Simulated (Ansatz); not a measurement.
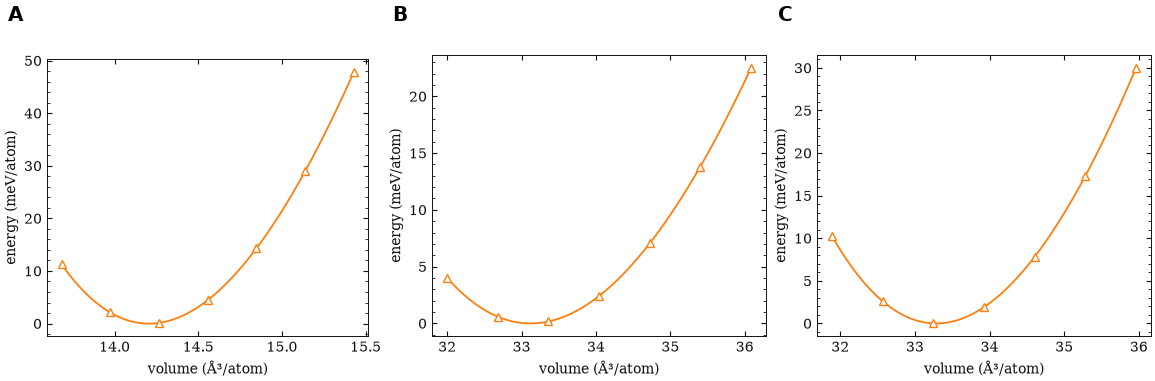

Each panel shows the energy against volume for one of these solids: CuAu, P4/mmm (No. 123); MgI₂, P-3m1 (No. 164); Te, P3_121 (No. 152).

How it was computed, with Ansatz 0.2.0: all-electron LAPW DFT, no spin polarisation; energies at scaled volumes of the given cell, shape and fractions fixed, counted from the fit's minimum, third-order Birch-Murnaghan fit. Level: PBEsol.

### Which panel belongs to which solid?

A is CuAu (energy from 0.13 meV/atom to 47.82 meV/atom, V0 14.21 Å³/atom, B0 174 GPa); B is MgI₂ (energy from 0.17 meV/atom to 22.47 meV/atom, V0 33.12 Å³/atom, B0 31.8 GPa); C is Te (energy from 0.01 meV/atom to 29.97 meV/atom, V0 33.28 Å³/atom, B0 51.7 GPa).

For CuAu, limits of the calculation: spin-orbit coupling left out, heavy elements; shape and atomic fractions are frozen while scaling, which makes layered, chain and framework solids too stiff.

For MgI₂, limits of the calculation: shape and atomic fractions are frozen while scaling, which makes layered, chain and framework solids too stiff.

For Te, limits of the calculation: shape and atomic fractions are frozen while scaling, which makes layered, chain and framework solids too stiff.
